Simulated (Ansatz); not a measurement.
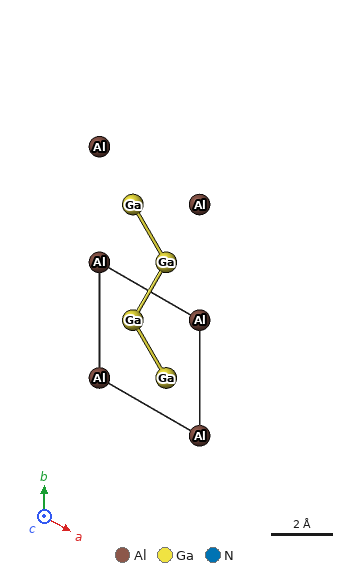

Solid AlGa$_{2}$N$_{2}$ (a generated structure, set up in P6/mmm) (coarse preliminary run), before the relaxation. A ball-and-stick model of the cell of the calculation, repeated 1 × 2 × 1 with one cell outlined, seen along the c axis.

The calculation used DFT PBE, scalar-relativistic, plane waves, PAW in Ansatz.

Input
```yaml
crystal:
  lattice:
    - [3.79557414, 0.0, 0.0]
    - [-1.89778707, 3.28706363, 0.0]
    - [0.0, 0.0, 5.71760253]
  atoms:
    - { symbol: Al, position: [0.0, 0.0, 0.0] }
    - { symbol: Ga, position: [0.33333333, 0.66666667, 0.0] }
    - { symbol: Ga, position: [0.66666667, 0.33333333, 0.0] }
    - { symbol: "N", position: [0.33333333, 0.66666667, 0.5] }
    - { symbol: "N", position: [0.66666667, 0.33333333, 0.5] }
basis:
  ecutwfc: 420
kpoints:
  mp_grid: { grid: [6, 6, 4] }
hamiltonian:
  xc: pbe
scf:
  occupations: { method: gaussian, width: 0.1 }
  lower_state_search: "off"
output:
  forces: true
  stress: true
  eigenvalues: true
relax:
  adjacent_minimum: "off"
  f_tol: 0.04
  max_steps: 70
  cell: { stress_tol: 0.4 }
```

Launched with:
```bash
ansatz run input.yaml --threads 1 --pin off --max-ram 2048MiB --backend cpu --events-out ev --progress --plain --runs-dir out
```

> Predict the outcome.

The atoms keep their places relative to the cell (all moves are under 0.005 Å). The volume changes by +35.0 %, with a = b 3.796 → 5.651 Å (+48.9 %), c 5.718 → 3.484 Å (−39.1 %). Among the contacts that change: Ga2–N4 2.859 → 1.742 Å, Ga2–Ga3 2.191 → 3.262 Å, Al1–Ga2 2.191 → 3.262 Å. New bonds form: Ga2–N4 (2.86 → 1.74 Å), Ga3–N5 (2.86 → 1.74 Å). Bonds break: Ga2–Ga3 (2.19 → 3.26 Å). The space group stays P6/mmm (No. 191). After 18 accepted moves (21 points after the start) the energy has fallen by 1784 meV per atom. All forces vanish by symmetry, so only the cell relaxes. Pressure: 34.17 GPa at the start and 0.12 GPa at the end. At 3 points the geometry stayed and the basis and grid were re-selected for the new cell (energy shift of 70.6 meV per atom at most each time). The run took 68 s on 1 thread of Intel(R) Xeon(R) Platinum 8375C CPU @ 2.90GHz (Ice Lake) (shared host), peak memory 0.46 GiB.

Step by step:

```json
{"step": "0", "E − E(0), meV/atom": "0.00", "pressure, GPa": "34.17", "volume, Å³/atom": "14.267", "note": ""}
{"step": "1", "E − E(0), meV/atom": "-503.59", "pressure, GPa": "17.26", "volume, Å³/atom": "14.891", "note": ""}
{"step": "2", "E − E(0), meV/atom": "-821.22", "pressure, GPa": "8.12", "volume, Å³/atom": "15.075", "note": ""}
{"step": "3", "E − E(0), meV/atom": "-1022.41", "pressure, GPa": "3.66", "volume, Å³/atom": "14.923", "note": ""}
{"step": "4", "E − E(0), meV/atom": "-1175.25", "pressure, GPa": "1.70", "volume, Å³/atom": "14.577", "note": ""}
{"step": "5", "E − E(0), meV/atom": "-1309.58", "pressure, GPa": "1.99", "volume, Å³/atom": "14.115", "note": ""}
{"step": "6", "E − E(0), meV/atom": "-1414.30", "pressure, GPa": "0.03", "volume, Å³/atom": "14.166", "note": ""}
{"step": "7", "E − E(0), meV/atom": "-1424.48", "pressure, GPa": "3.19", "volume, Å³/atom": "13.901", "note": ""}
{"step": "8", "E − E(0), meV/atom": "-1426.54", "pressure, GPa": "-1.10", "volume, Å³/atom": "14.335", "note": ""}
{"step": "9", "E − E(0), meV/atom": "-1427.19", "pressure, GPa": "0.00", "volume, Å³/atom": "14.214", "note": ""}
{"step": "10", "E − E(0), meV/atom": "-1497.79", "pressure, GPa": "4.82", "volume, Å³/atom": "14.214", "note": "same geometry, new basis"}
{"step": "11", "E − E(0), meV/atom": "-1540.90", "pressure, GPa": "1.79", "volume, Å³/atom": "14.963", "note": ""}
{"step": "12", "E − E(0), meV/atom": "-1625.02", "pressure, GPa": "5.01", "volume, Å³/atom": "15.197", "note": ""}
{"step": "13", "E − E(0), meV/atom": "-1644.16", "pressure, GPa": "13.81", "volume, Å³/atom": "15.349", "note": ""}
{"step": "14", "E − E(0), meV/atom": "-1704.03", "pressure, GPa": "2.22", "volume, Å³/atom": "16.506", "note": ""}
{"step": "15", "E − E(0), meV/atom": "-1711.01", "pressure, GPa": "-0.84", "volume, Å³/atom": "17.602", "note": ""}
{"step": "16", "E − E(0), meV/atom": "-1712.99", "pressure, GPa": "0.00", "volume, Å³/atom": "17.286", "note": ""}
{"step": "17", "E − E(0), meV/atom": "-1757.79", "pressure, GPa": "2.75", "volume, Å³/atom": "17.286", "note": "same geometry, new basis"}
{"step": "18", "E − E(0), meV/atom": "-1773.51", "pressure, GPa": "1.43", "volume, Å³/atom": "18.151", "note": ""}
{"step": "19", "E − E(0), meV/atom": "-1777.80", "pressure, GPa": "0.38", "volume, Å³/atom": "19.115", "note": ""}
{"step": "20", "E − E(0), meV/atom": "-1777.46", "pressure, GPa": "0.03", "volume, Å³/atom": "19.267", "note": ""}
{"step": "21", "E − E(0), meV/atom": "-1783.53", "pressure, GPa": "0.12", "volume, Å³/atom": "19.267", "note": "same geometry, new basis"}
```

Final geometry:

```
CELL_PARAMETERS angstrom
5.65079 0.00000 0.00000
-2.82539 4.89373 0.00000
0.00000 0.00000 3.48362
ATOMIC_POSITIONS crystal
Al 0.00000 0.00000 0.00000
Ga 0.33333 0.66667 0.00000
Ga 0.66667 0.33333 0.00000
N 0.33333 0.66667 0.50000
N 0.66667 0.33333 0.50000
```

After the run, drawn alike:

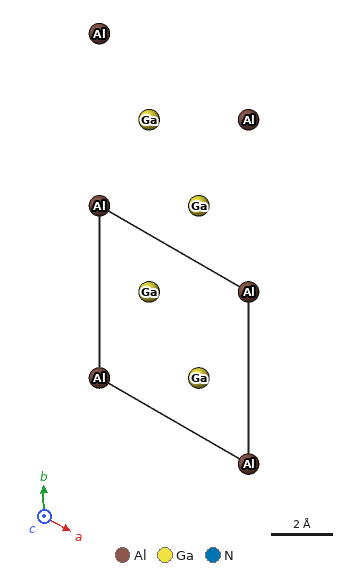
